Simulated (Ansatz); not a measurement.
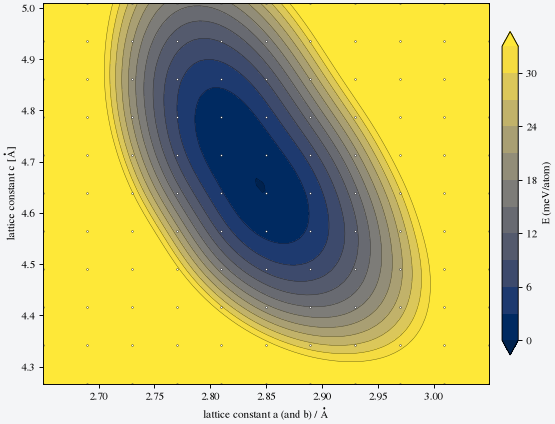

Al (P6_3/mmc, No. 194; 2 atoms in the cell). The energy is mapped over the lattice constants a and c of the conventional cell. Coordinates scanned: (1) lattice constant a (and b); (2) lattice constant c. Nothing is relaxed (symmetry fixes all fractional coordinates). Grid: 11 × 11 points. Points are written as (first, second). Energies are in meV/atom, from the lowest grid point. The calculation used DFT PBEsol, scalar-relativistic, plane waves, PAW in Ansatz 0.2.0. Settings: cutoff 420 eV, k-mesh 18×18×10 in the order of the run's cell vectors, gaussian smearing 0.15 eV, no spin polarisation.

In the figure: filled contours, dots at the grid points, one colour for all values above the top of the scale. Between grid points the surface is interpolated.

Estimate the position of the minimum and the force constants in these coordinates.

The interpolated minimum is at lattice constant a (and b) ≈ 2.846 Å, lattice constant c ≈ 4.652 Å. The curvatures there are about 8.8 eV/Å² and 1 eV/Å², with a cross term of about 2 eV/Å² (per cell of 2 atoms). Round the minimum the valley is strongly tilted: raising lattice constant a (and b) shifts the best value of lattice constant c downwards (coupling k₁₂/√(k₁₁k₂₂) about 0.7).

PAW datasets: the set soft_1.
